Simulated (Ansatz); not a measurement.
Single-point calculation of C$_{7}$HSi$_{6}$ (part 2 of 2)

Continued. System: C$_{7}$HSi$_{6}$ (slab, 28 atoms in the cell). Method: DFT PBE+D3(BJ), scalar-relativistic, plane waves, PAW, no spin polarisation (Ansatz 0.2.0); cutoff 420 eV, 3×3×1 k-mesh, Gaussian smearing of 0.05 eV. The structure derives from an entry of the Crystallography Open Database. It belongs to a series of runs on one base structure; here: the whole at its places in the relaxed adsorbed structure.

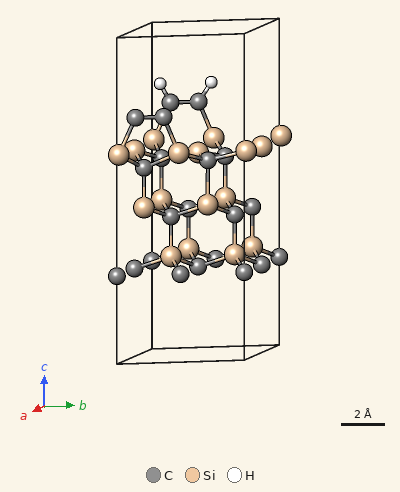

*The input geometry (ball-and-stick view of the cell of the calculation, with the vacuum cut short, seen slightly off an axis).*

Output, continued
```
--- Forces (eV/Å), atoms counted from 1 ---
  atom   1  C     -0.09130614    -0.05272224     2.23644963
  atom   2  C     -0.00847447    -0.00484935     2.09849839
  atom   3  C      0.07802738    -0.03850636     2.16069402
  atom   4  C      0.00575679     0.08697113     2.16073711
  atom   5  Si    -0.01736473    -0.00967219    -3.21958028
  atom   6  Si    -0.01066410    -0.00637265    -3.35175773
  atom   7  Si     0.00630189    -0.05100633    -3.05958794
  atom   8  Si    -0.04144678     0.03095997    -3.05910723
  atom   9  C      0.19476349    -0.16431615     1.04837147
  atom  10  C     -0.04768717     0.25066477     1.04922110
  atom  11  C     -0.04843761    -0.02518926     1.20854387
  atom  12  C     -0.02835948    -0.01586290     0.74222954
  atom  13  Si     0.00424635    -0.00168870    -0.01131260
  atom  14  Si     0.00241992     0.00363059    -0.01671209
  atom  15  Si     0.00482884     0.00432364    -0.01500382
  atom  16  Si    -0.00033648    -0.00097591    -0.00718893
  atom  17  C     -0.01088110    -0.00650243     0.01133944
  atom  18  C     -0.00874417    -0.00685325     0.00288050
  atom  19  C      0.00531664    -0.00965535     0.00116644
  atom  20  C     -0.00611988     0.00793106     0.00110581
  atom  21  Si    -0.00812022    -0.00474855     0.00054697
  atom  22  Si     0.01161735     0.00610074    -0.00169549
  atom  23  Si     0.01361117    -0.01006121    -0.00744216
  atom  24  Si     0.00121377     0.01257747    -0.00259851
  atom  25  C      0.00504179    -0.00988418     0.00224608
  atom  26  C     -0.00548409     0.01941778     0.01082606
  atom  27  H     -0.00166773     0.00128257     0.00594011
  atom  28  H      0.00193134    -0.00499485     0.01146693
  max |Σ_I F_I| component: 2.77e-4 eV/Å
--- Band table (eV; the first three rows and the last of 5) ---
  k-point 0: bands = ["-16.1161", "-15.1933", "-14.2950", "-12.8262", "-12.7031", "-12.6118", "-12.3192", "-11.9856", "-11.9597", "-11.9596", "-10.2661", "-9.9076", "-9.8774", "-9.8641", "-9.3897", "-9.2715", "-8.8116", "-8.4067", "-8.1360", "-8.0339", "-7.9517", "-7.2207", "-6.8433", "-6.8287", "-6.6908", "-5.4462", "-4.7286", "-4.5531", "-4.2991", "-4.0748", "-3.9604", "-3.9378", "-3.8143", "-3.8127", "-3.4996", "-3.1941", "-3.0380", "-2.9567", "-2.9524", "-2.7531", "-2.5896", "-2.1094", "-2.0866", "-1.3909", "-1.3880", "-1.0382", "-1.0313", "-1.0290", "-0.4185", "0.0979", "0.3505", "0.3517", "0.4186", "0.4962", "0.4966", "0.6876", "1.3580", "1.8182", "1.9703", "2.1604", "3.0453", "3.2793", "3.3765", "3.4203", "4.0049", "4.3384", "4.4309", "4.5733", "4.6824", "4.9982", "5.2656", "5.5253", "5.8036", "5.9626", "6.0556", "6.1561", "6.2983", "6.4758", "6.6971", "6.6993", "6.8246"]
  k-point 1: bands = ["-15.7327", "-15.0495", "-14.1421", "-13.9357", "-13.0054", "-12.9181", "-12.8092", "-11.9650", "-11.9329", "-11.8647", "-10.6766", "-10.0640", "-9.8177", "-9.7895", "-8.7796", "-8.4598", "-8.0717", "-7.7695", "-7.6890", "-7.5280", "-7.0702", "-6.8284", "-6.1820", "-6.1614", "-5.6633", "-5.4898", "-5.3909", "-5.2682", "-4.7183", "-4.6485", "-4.4946", "-4.4492", "-4.3646", "-4.0281", "-3.6294", "-3.4726", "-3.3161", "-3.2817", "-3.1269", "-2.9781", "-2.8591", "-2.7499", "-2.6266", "-2.5553", "-2.1287", "-2.0462", "-1.8417", "-1.3103", "-0.7164", "-0.0412", "0.0368", "0.1539", "0.4289", "0.4488", "0.6732", "1.0198", "1.6725", "2.3886", "2.9433", "3.2897", "3.5813", "3.7894", "4.0465", "4.3734", "4.5272", "4.7681", "4.9314", "5.0557", "5.2231", "5.3662", "5.4740", "5.5630", "5.9509", "6.0331", "6.1893", "6.3612", "6.5481", "6.6128", "6.7069", "6.8432", "6.9606"]
  k-point 2: bands = ["-15.7352", "-15.0759", "-14.1502", "-13.8495", "-13.0583", "-12.9108", "-12.7929", "-11.9713", "-11.9507", "-11.8544", "-10.6619", "-10.1239", "-9.8043", "-9.7821", "-8.7191", "-8.2778", "-8.2502", "-7.7804", "-7.6877", "-7.5911", "-7.1138", "-6.8625", "-6.1626", "-6.1303", "-5.8334", "-5.4315", "-5.3769", "-5.2288", "-4.6329", "-4.6186", "-4.5007", "-4.3308", "-4.2767", "-4.0500", "-3.7364", "-3.6072", "-3.2583", "-3.2280", "-3.1490", "-3.0317", "-2.8869", "-2.7447", "-2.5555", "-2.5484", "-2.1620", "-2.0645", "-1.8415", "-1.3114", "-0.7151", "-0.0493", "0.0378", "0.2078", "0.2751", "0.4676", "0.6021", "1.2598", "1.8260", "2.3626", "3.0146", "3.2519", "3.5026", "3.9313", "4.0562", "4.3035", "4.4888", "4.7958", "4.9429", "5.0647", "5.0725", "5.2784", "5.4586", "5.5635", "5.7349", "6.0415", "6.2380", "6.3806", "6.4992", "6.6084", "6.7785", "6.8304", "6.9146"]
  k-point 4: bands = ["-15.7327", "-15.0495", "-14.1422", "-13.9355", "-13.0052", "-12.9184", "-12.8094", "-11.9650", "-11.9328", "-11.8647", "-10.6767", "-10.0640", "-9.8178", "-9.7895", "-8.7796", "-8.4597", "-8.0718", "-7.7690", "-7.6890", "-7.5280", "-7.0704", "-6.8287", "-6.1821", "-6.1617", "-5.6631", "-5.4895", "-5.3908", "-5.2682", "-4.7186", "-4.6482", "-4.4948", "-4.4495", "-4.3647", "-4.0282", "-3.6292", "-3.4732", "-3.3161", "-3.2815", "-3.1267", "-2.9780", "-2.8593", "-2.7499", "-2.6264", "-2.5546", "-2.1286", "-2.0463", "-1.8415", "-1.3103", "-0.7164", "-0.0412", "0.0368", "0.1538", "0.4288", "0.4487", "0.6733", "1.0200", "1.6723", "2.3884", "2.9434", "3.2897", "3.5811", "3.7894", "4.0468", "4.3736", "4.5279", "4.7680", "4.9311", "5.0554", "5.2234", "5.3667", "5.4739", "5.5626", "5.9515", "6.0331", "6.1892", "6.3605", "6.5479", "6.6126", "6.7067", "6.8429", "6.9604"]
```

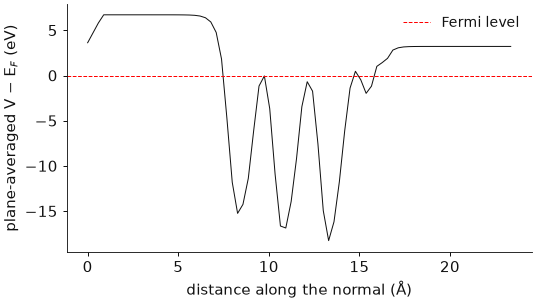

*Plane average of the electrostatic potential energy of an electron across the cell, from the Fermi level.*

The vacuum level lies 3.22 eV above the Fermi level on the upper side and 6.71 eV on the lower.

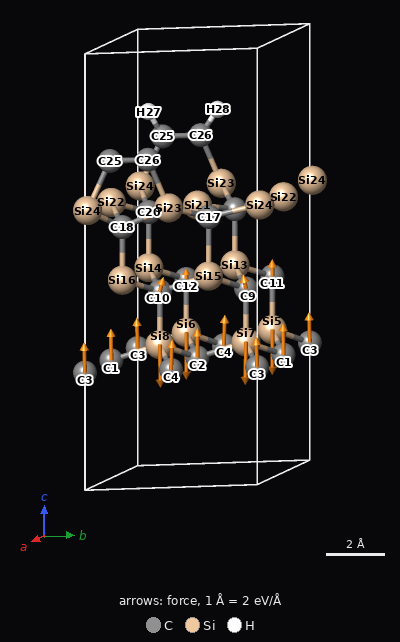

*Forces on the atoms as orange arrows (ball-and-stick view of the cell of the calculation, with the vacuum cut short, seen slightly off an axis; atoms are numbered from 1 in the order of the input); the smallest are left out.*

The largest act on Si6 (3.35 eV/Å); Si5 (3.22 eV/Å); Si7, Si8 (3.06 eV/Å); C1 (2.24 eV/Å), among others. The geometry is not a stationary point of this energy.

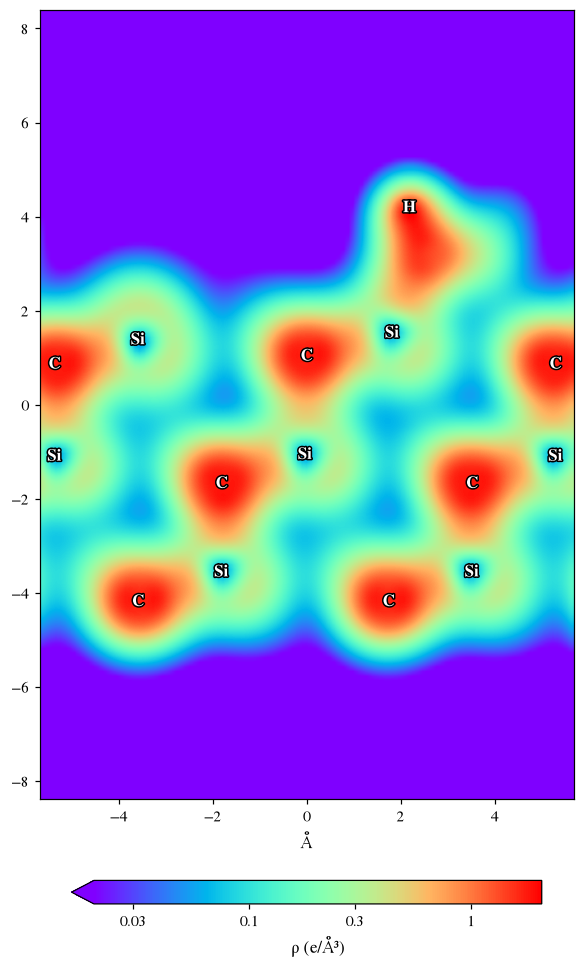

*Valence charge density (pseudo) on the (110) plane of the calculation cell, a cut from vacuum to vacuum.*

Atoms in the plane: C, Si and H. Si–C (1.88 Å): ρ is about 0.89 e/Å³ halfway. Si–C (1.88 Å): ρ is about 0.89 e/Å³ halfway. Si–C (1.96 Å): ρ is about 0.74 e/Å³ halfway. Si–C (2.09 Å): ρ at the midpoint is about 0.61 e/Å³. The density dies away to nearly zero in the vacuum. Core electrons are frozen (PAW), so the fields are smoothed inside the atomic spheres.

Key numbers

| quantity | value |
| --- | --- |
| outcome | converged |
| electrons treated | 106 |
| free energy | −11171.3470 eV |
| work function, top face | 3.22 eV |
| work function, bottom face | 6.71 eV |
| Fermi energy | 0.428 eV |
| gap on the k-point mesh | none (metallic) |
| work function (upper face) | 3.22 eV |
| largest force (length of the vector) | 3.352 eV/Å |
| hardware | 2 threads of Arm Neoverse V1, 24 GiB of memory available, shared host |
| wall time | 28 s (CPU time 56 s) |
| peak memory | 1.1 GiB |
